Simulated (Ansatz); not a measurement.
Consider C$_{32}$O (cell with a defect).

The calculation's input:

```
crystal:
  lattice:
    - [5.6709571555, 0.0, -3.4026574436]
    - [-2.867743478, -4.9298468454, -3.3594911955]
    - [-2.867743478, 4.9298468454, -3.3594911955]
  atoms:
    - { symbol: C, position: [0.4166287368, 0.0416286019, 0.5416286019] }
    - { symbol: C, position: [0.6666287368, 0.7916286019, 0.5416286019] }
    - { symbol: C, position: [0.9166287368, 0.5416286019, 0.5416286019] }
    - { symbol: C, position: [0.4166287368, 0.2916286019, 0.2916286019] }
    - { symbol: C, position: [0.1666287368, 0.2916286019, 0.5416286019] }
    - { symbol: C, position: [0.6666287368, 0.0416286019, 0.2916286019] }
    - { symbol: C, position: [0.9166287368, 0.7916286019, 0.2916286019] }
    - { symbol: C, position: [0.4166287368, 0.5416286019, 0.0416286019] }
    - { symbol: C, position: [0.1666287368, 0.5416286019, 0.2916286019] }
    - { symbol: C, position: [0.6666287368, 0.2916286019, 0.0416286019] }
    - { symbol: C, position: [0.9166287368, 0.0416286019, 0.0416286019] }
    - { symbol: C, position: [0.4166287368, 0.7916286019, 0.7916286019] }
    - { symbol: C, position: [0.1666287368, 0.7916286019, 0.0416286019] }
    - { symbol: C, position: [0.6666287368, 0.5416286019, 0.7916286019] }
    - { symbol: C, position: [0.9166287368, 0.2916286019, 0.7916286019] }
    - { symbol: C, position: [0.1666287368, 0.0416286019, 0.7916286019] }
    - { symbol: C, position: [0.5833712632, 0.9583713981, 0.4583713981] }
    - { symbol: C, position: [0.8333712632, 0.7083713981, 0.4583713981] }
    - { symbol: C, position: [0.0833712632, 0.4583713981, 0.4583713981] }
    - { symbol: C, position: [0.5833712632, 0.2083713981, 0.2083713981] }
    - { symbol: C, position: [0.3333712632, 0.2083713981, 0.4583713981] }
    - { symbol: C, position: [0.8333712632, 0.9583713981, 0.2083713981] }
    - { symbol: C, position: [0.0833712632, 0.7083713981, 0.2083713981] }
    - { symbol: C, position: [0.5833712632, 0.4583713981, 0.9583713981] }
    - { symbol: C, position: [0.3333712632, 0.4583713981, 0.2083713981] }
    - { symbol: C, position: [0.8333712632, 0.2083713981, 0.9583713981] }
    - { symbol: C, position: [0.0833712632, 0.9583713981, 0.9583713981] }
    - { symbol: C, position: [0.5833712632, 0.7083713981, 0.7083713981] }
    - { symbol: C, position: [0.3333712632, 0.7083713981, 0.9583713981] }
    - { symbol: C, position: [0.8333712632, 0.4583713981, 0.7083713981] }
    - { symbol: C, position: [0.0833712632, 0.2083713981, 0.7083713981] }
    - { symbol: C, position: [0.3333712632, 0.9583713981, 0.7083713981] }
    - { symbol: O, position: [0.9148767997, 0.7655615374, 0.7839110392] }
basis:
  ecutwfc: 420
  xc_grid: 2
kpoints:
  mp_grid: { grid: [2, 2, 2], shift: [0.5, 0.5, 0.5] }
hamiltonian:
  xc: pbe
  dispersion: d3bj
scf:
  occupations: { method: gaussian, width: 0.02 }
output:
  forces: true
  stress: false
  eigenvalues: true
  write_density: true
  write_potential: true
  elf: true
  volumetric_format: npy
relax:
  adjacent_minimum: "off"
  f_tol: 0.02
  max_steps: 60
```

Command:

```sh
ansatz run input.yaml --threads 4 --pin off --max-ram 10240MiB --backend cpu --events-out ev --progress --plain --runs-dir out
```

The fields are those of the run's last geometry, not of the input's.

Computed with DFT PBE+D3(BJ), scalar-relativistic, plane waves, PAW in Ansatz.

> What will maps of the valence pseudo-density and electron localisation function show?

C–O (1.40 Å): ρ at the midpoint is about 2.1 e/Å³; the ELF peaks at about 0.85 between the atoms, as expected for a shared but strongly polarised pair.
C–C (1.42 Å): ρ is about 2 e/Å³ halfway; the ELF peaks at about 0.95 between the atoms: a covalent bond.
C–C (1.48 Å): ρ at the midpoint is about 1.8 e/Å³; the ELF peaks at about 0.95 between the atoms; a covalent bond.

> Metal or insulator at this level of theory?

It is gapped, with a Kohn–Sham gap of 0.58 eV on the k-point mesh, an upper bound to the gap of this method.

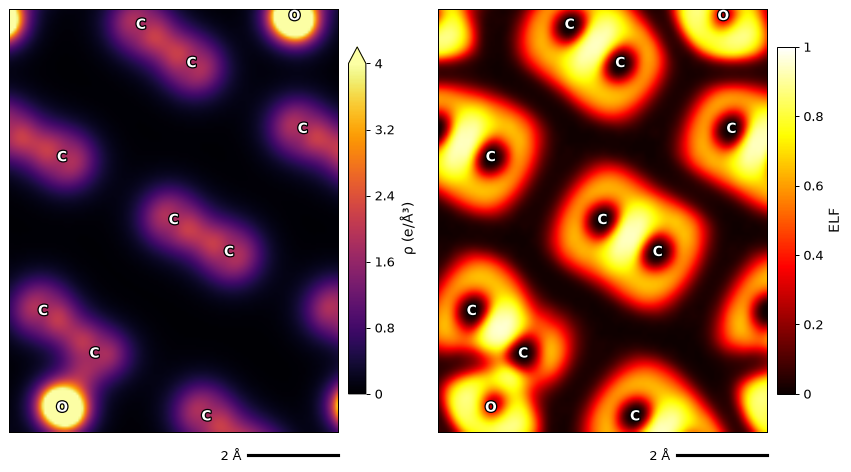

Computed valence pseudo-density and electron localisation function on the (11̄0) plane of the calculation cell, in this order. 

The density is the valence pseudo-density of a PAW calculation; it isn't the true density close to the nuclei.
